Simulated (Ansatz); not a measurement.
# BN: a changed input and its effect

System: BN (P6₃/mmc, 4 atoms in the cell).
Method of run 1: Kohn-Sham DFT of a periodic cell, RPBE with D4, Ansatz PAW, no spin polarisation (Ansatz 0.2.0).

The structure derives from an entry of the Crystallography Open Database. Text and figures count atoms from 1; the logs count them from 0 in places.

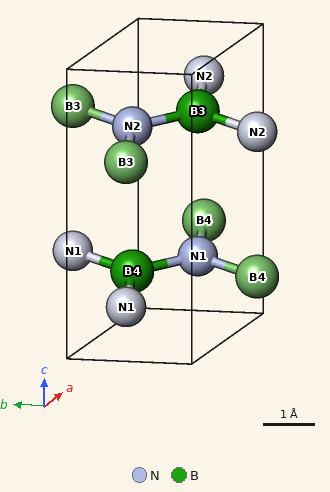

The input geometry (ball-and-stick view of the cell of the calculation, seen at an oblique angle; neighbours outside the cell are drawn fainter; atoms are numbered from 1 in the order of the input). Near neighbours in the crystal (not all of them lie inside the picture): N has 3 B at 1.44 Å; B has 3 N at 1.44 Å.

Input, run 1:
```yaml
crystal:
  lattice:
    - [2.49824, 0.0, 0.0]
    - [-1.24912, 2.1635393048, 0.0]
    - [0.0, 0.0, 6.6357]
  atoms:
    - { symbol: "N", position: [0.6666666667, 0.3333333333, 0.25] }
    - { symbol: "N", position: [0.3333333333, 0.6666666667, 0.75] }
    - { symbol: B, position: [0.6666666667, 0.3333333333, 0.75] }
    - { symbol: B, position: [0.3333333333, 0.6666666667, 0.25] }
hamiltonian:
  xc: rpbe
  pseudopotentials: { kind: paw }
  dispersion: d4
kpoints:
  mp_grid: { grid: [12, 12, 4] }
scf:
  occupations: { method: fermi_dirac, width: 0.05 }
output:
  forces: true
  stress: true
  write_density: true
  write_potential: true
  elf: true
  volumetric_format: npy
relax:
  f_tol: 0.01
  max_steps: 40
  cell: { stress_tol: 0.05 }
```

Command:
```bash
ansatz run input.yaml --threads 2 --pin off --max-ram 5120MiB --backend cpu --events-out ev --progress --plain --runs-dir out
```

Hardware: 2 threads of Arm Neoverse V1, 24 GiB of memory available, shared host.

Output, shortened to warnings, some set-up lines, iterations and results (run 1):
```
Basis set: ecut = 420 eV, 689 PW (Γ), exchange–correlation on 36×36×90 points (8 copies of the dense FFT grid, shifted against one another)
Symmetry: 24 space group operations
k-points: 57 of 576
Initial density: superposition of atomic densities (neutral atoms: chi_scale 0, normalization atom), corrected by the library's trained network
[...]
SCF iter   1: F=—  HF=-1091.454713 eV  |F-HF|=—  |Δ(HF+E_count)|=         —  Δρ=3.28e-3  dr2=1.82e-3  ethr=1.77e-3  ⟨swp⟩=6.5  Hψ=4242  notcnv=0
SCF iter   2: F=—  HF=-1091.456185 eV  |F-HF|=—  |Δ(HF+E_count)|=   1.47e-3  Δρ=1.72e-3  dr2=3.40e-4  ethr=1.14e-5  ⟨swp⟩=2.2  Hψ=1522  notcnv=0
SCF iter   3: F=—  HF=-1091.456794 eV  |F-HF|=—  |Δ(HF+E_count)|=   6.10e-4  Δρ=5.42e-4  dr2=9.67e-5  ethr=2.13e-6  ⟨swp⟩=2.0  Hψ=1051  notcnv=0
SCF iter   4: F=—  HF=-1091.456806 eV  |F-HF|=—  |Δ(HF+E_count)|=   1.13e-5  Δρ=6.26e-5  dr2=1.10e-6  ethr=6.04e-7  ⟨swp⟩=2.0  Hψ=1063  notcnv=0
SCF iter   5: F=-1091.456807 eV  HF=-1091.456807 eV  |F-HF|=5.36e-8  |Δ(HF+E_count)|=   1.60e-6  Δρ=1.12e-5  dr2=1.85e-8  ethr=6.86e-9  ⟨swp⟩=2.0  Hψ=1136  notcnv=0
[... 71 lines ...]
SCF iter   6: F=-1091.482116 eV  HF=-1091.482116 eV  |F-HF|=2.27e-13  |Δ(HF+E_count)|=    0.00e0  Δρ=2.27e-8  dr2=1.20e-13  ethr=1.00e-12  ⟨swp⟩=1.0  Hψ=684  notcnv=0
SCF iter   7: F=-1091.482116 eV  HF=-1091.482116 eV  |F-HF|=0.00e0  |Δ(HF+E_count)|=  2.27e-13  Δρ=6.24e-9  dr2=8.68e-15  ethr=1.00e-12  ⟨swp⟩=1.0  Hψ=684  notcnv=0
SCF iter   8: F=-1091.482116 eV  HF=-1091.482116 eV  |F-HF|=2.27e-13  |Δ(HF+E_count)|=  2.27e-13  Δρ=6.25e-9  dr2=9.06e-15  ethr=1.00e-12  ⟨swp⟩=2.1  Hψ=2023  notcnv=0
SCF 10 converged in 8 iterations: F = -1091.482116 eV  dr2 = 9.06e-15
relax step  10: F+E_penalty+E_count = -1091.48211559 eV  Δ(F+E_penalty+E_count) = +2.438e-4 eV  max|allowed force component| = 8.916e-16 eV/Å  Δτ_max = 0.0000 Å  P = -0.007 …
basis re-selected at this cell: Δ(F+E_penalty+E_count) = +2.438e-4 eV, ΔP = -0.005 GPa vs the last step (what re-selecting the basis moved, of the pressure what is left beyond the Pulay correction that the steps carried, after the strain that the cell walked since its last selection, with what the …
SCF converged after 8 iterations
Free energy (F): -1091.482116 eV
Harris-Foulkes:  -1091.482116 eV  (|F-HF|=2.27e-13)
Internal energy: -1091.482116 eV  (E = F + TS)
E sigma→0 (E₀):  -1091.482116 eV
Fermi energy:    7.879723 eV
--- Per-component energies (eV) ---
  E_band       = -23.181986
  E_kinetic    = 367.157443
  E_local      = -617.766748  (includes V_loc(G=0)·N_el)
  E_nonlocal   = 113.388400
  E_hartree    = 193.763236
  E_xc         = -185.261050
  E_vxc        = -229.439716  (∫ρ·V_xc dr)
  E_paw        = -418.088779  (= ΣΔE_a)
  E_vpaw       = -44.048033  (= ΣTr[D̂ρ^β])
  E_aug_tail   = 0.000195  (compensation charges beyond the density's cutoff)
  E_ewald      = -543.008808
  E_disp       = -1.608274  (pairwise vdW)
  E_core_change = -0.057731  (= ΣΔE_core)
  E_smearing   = -0.000000  (= −TS)
  E_closure    = 0.000000  (closes the sum)
  Σ components = -1091.482116   (vs F -1091.482116, Δ=0.00e0)
--- Forces (eV/Å), atoms counted from 1 ---
  atom   1  N      0.00000000    -0.00000000     0.00000000
  atom   2  N      0.00000000     0.00000000    -0.00000000
  atom   3  B      0.00000000    -0.00000000     0.00000000
  atom   4  B      0.00000000     0.00000000    -0.00000000
  max |Σ_I F_I| component: 3.33e-16 eV/Å
--- Stress (GPa, compression-positive) ---
       -0.002760      -0.000000      -0.000000
       -0.000000      -0.002760      -0.000000
       -0.000000      -0.000000      -0.015595
  P = ⅓ Tr σ = -0.0070 GPa (-0.070 kbar)
--- Relaxed structure (7 steps of the walk, 7 accepted, 3 SCFs on fresh bases) ---
  F+E_penalty+E_count = -1091.48211559 eV   max|allowed force component| = 8.916e-16 eV/Å   (the final SCF, on the basis selected at the relaxed cell)
  cell:  # Å, volume = 33.5592 Å³
    - [2.5096308410519845, 2.906539909742412e-35, 4.863230175778153e-34]
    - [-1.2548154205259923, 2.173404062471925, -2.7317981597370257e-18]
    - [-2.5834936977265155e-34, -8.37858272718107e-18, 6.1526388338423]
  atoms:
[...]
```

The input of run 2 differs as follows (lines with − go, lines with + come):
```diff
-  xc: rpbe
+  xc: lda
-  dispersion: d4
-  write_density: true
-  write_potential: true
-  elf: true
-  volumetric_format: npy
```

Predict how the results change.

The total energies belong to different models, so their difference says nothing on which is more stable or more accurate. The volume per atom goes from 8.39 to 8.71 Å³. The functional changes from RPBE to LDA. The SCF takes 52 iterations over all geometry steps against 61. On the same kind of shared host run 2 took about 0.46 times as long.

Output, shortened to warnings, some set-up lines, iterations and results (run 2):
```
Basis set: ecut = 420 eV, 689 PW (Γ)
Symmetry: 24 space group operations
k-points: 57 of 576
Initial density: superposition of atomic densities (neutral atoms: chi_scale 0, normalization atom), corrected by the library's trained network
[...]
SCF iter   1: F=—  HF=-1052.695464 eV  |F-HF|=—  |Δ(HF+E_count)|=         —  Δρ=8.65e-3  dr2=2.43e-2  ethr=1.77e-3  ⟨swp⟩=6.6  Hψ=4163  notcnv=0
SCF iter   2: F=—  HF=-1052.689452 eV  |F-HF|=—  |Δ(HF+E_count)|=   6.01e-3  Δρ=4.13e-3  dr2=2.77e-3  ethr=1.52e-4  ⟨swp⟩=2.8  Hψ=1754  notcnv=0
SCF iter   3: F=—  HF=-1052.688623 eV  |F-HF|=—  |Δ(HF+E_count)|=   8.28e-4  Δρ=1.56e-3  dr2=3.64e-4  ethr=1.73e-5  ⟨swp⟩=2.3  Hψ=1117  notcnv=0
SCF iter   4: F=—  HF=-1052.688534 eV  |F-HF|=—  |Δ(HF+E_count)|=   8.96e-5  Δρ=2.37e-4  dr2=9.55e-6  ethr=2.28e-6  ⟨swp⟩=1.0  Hψ=684  notcnv=0
SCF iter   5: F=—  HF=-1052.688534 eV  |F-HF|=—  |Δ(HF+E_count)|=   4.48e-8  Δρ=2.05e-5  dr2=4.97e-8  ethr=5.97e-8  ⟨swp⟩=2.3  Hψ=1138  notcnv=0
[... 58 lines ...]
SCF iter   6: F=-1052.693445 eV  HF=-1052.693445 eV  |F-HF|=0.00e0  |Δ(HF+E_count)|=    0.00e0  Δρ=3.67e-9  dr2=2.49e-15  ethr=1.00e-12  ⟨swp⟩=1.0  Hψ=684  notcnv=0
SCF iter   7: F=-1052.693445 eV  HF=-1052.693445 eV  |F-HF|=0.00e0  |Δ(HF+E_count)|=    0.00e0  Δρ=1.87e-9  dr2=8.30e-16  ethr=1.00e-12  ⟨swp⟩=1.0  Hψ=684  notcnv=0
SCF iter   8: F=-1052.693445 eV  HF=-1052.693445 eV  |F-HF|=0.00e0  |Δ(HF+E_count)|=    0.00e0  Δρ=5.10e-10  dr2=5.94e-17  ethr=1.00e-12  ⟨swp⟩=1.2  Hψ=1613  notcnv=0
SCF 8 converged in 8 iterations: F = -1052.693445 eV  dr2 = 5.94e-17
relax step   8: F+E_penalty+E_count = -1052.69344454 eV  Δ(F+E_penalty+E_count) = +3.906e-4 eV  max|allowed force component| = 6.488e-16 eV/Å  Δτ_max = 0.0000 Å  P = -0.010 …
basis re-selected at this cell: Δ(F+E_penalty+E_count) = +3.906e-4 eV, ΔP = -0.004 GPa vs the last step (what re-selecting the basis moved, of the pressure what is left beyond the Pulay correction that the steps carried, after the strain that the cell walked since its last selection, with what the …
SCF converged after 8 iterations
Free energy (F): -1052.693445 eV
Harris-Foulkes:  -1052.693445 eV  (|F-HF|=0.00e0)
Internal energy: -1052.693445 eV  (E = F + TS)
E sigma→0 (E₀):  -1052.693445 eV
Fermi energy:    6.896840 eV
--- Per-component energies (eV) ---
  E_band       = -36.811521
  E_kinetic    = 367.578420
  E_local      = -676.515441  (includes V_loc(G=0)·N_el)
  E_nonlocal   = 120.114591
  E_hartree    = 214.316517
  E_xc         = -182.539345
  E_vxc        = -227.642509  (∫ρ·V_xc dr)
  E_paw        = -383.714243  (= ΣΔE_a)
  E_vpaw       = -48.979802  (= ΣTr[D̂ρ^β])
  E_aug_tail   = 0.000185  (compensation charges beyond the density's cutoff)
  E_ewald      = -512.185886
  E_core_change = 0.251757  (= ΣΔE_core)
  E_smearing   = -0.000000  (= −TS)
  E_closure    = 0.000000  (closes the sum)
  Σ components = -1052.693445   (vs F -1052.693445, Δ=0.00e0)
--- Forces (eV/Å), atoms counted from 1 ---
  atom   1  N     -0.00000000    -0.00000000    -0.00000000
  atom   2  N      0.00000000     0.00000000     0.00000000
  atom   3  B     -0.00000000    -0.00000000    -0.00000000
  atom   4  B      0.00000000     0.00000000     0.00000000
  max |Σ_I F_I| component: 3.42e-16 eV/Å
--- Stress (GPa, compression-positive) ---
       -0.001611      -0.000000      -0.000000
       -0.000000      -0.001611       0.000000
       -0.000000       0.000000      -0.026700
  P = ⅓ Tr σ = -0.0100 GPa (-0.100 kbar)
--- Relaxed structure (5 steps of the walk, 5 accepted, 3 SCFs on fresh bases) ---
  F+E_penalty+E_count = -1052.69344454 eV   max|allowed force component| = 6.488e-16 eV/Å   (the final SCF, on the basis selected at the relaxed cell)
  cell:  # Å, volume = 34.8471 Å³
    - [2.488945418740292, -2.739556342378779e-33, 3.890584140622523e-34]
    - [-1.244472709370146, 2.15548996126199, -9.953861624739771e-19]
    - [1.0333974790906062e-33, -3.0529068474745396e-18, 6.495398959745701]
  atoms:
    - { symbol: N, position: [0.6666666666666667, 0.3333333333333333, 0.25] }
[...]
```

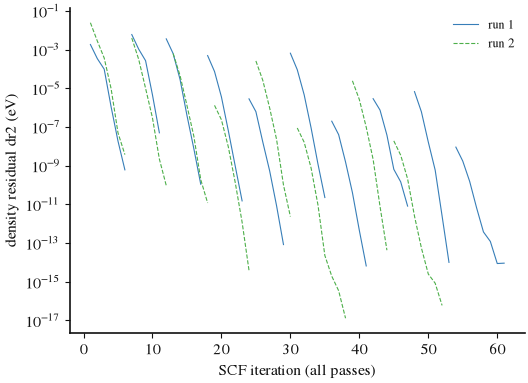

Convergence of the two runs: density residual dr2 against the SCF iteration. A break in a curve parts two SCF passes. Run 1 takes 61 iterations in all, and run 2 takes 52.

The two runs side by side:

| quantity | run 1 | run 2 |
| --- | --- | --- |
| outcome | converged | converged |
| free energy per atom (eV) | −272.8705 | −263.1734 |
| gap on the mesh (eV) | 4.22 | – |
| pressure (GPa) | −0.01 | −0.01 |
| volume per atom (Å³) | 8.39 | 8.71 |
| largest force (eV/Å) | 0.000 | 0.000 |
| SCF iterations | 61 | 52 |
| irreducible k-points | 57 | 57 |
| wall time (shared host) | 13 s | 6.1 s |

For run 1: Points of doubt noted for this run: forces on files of another functional.
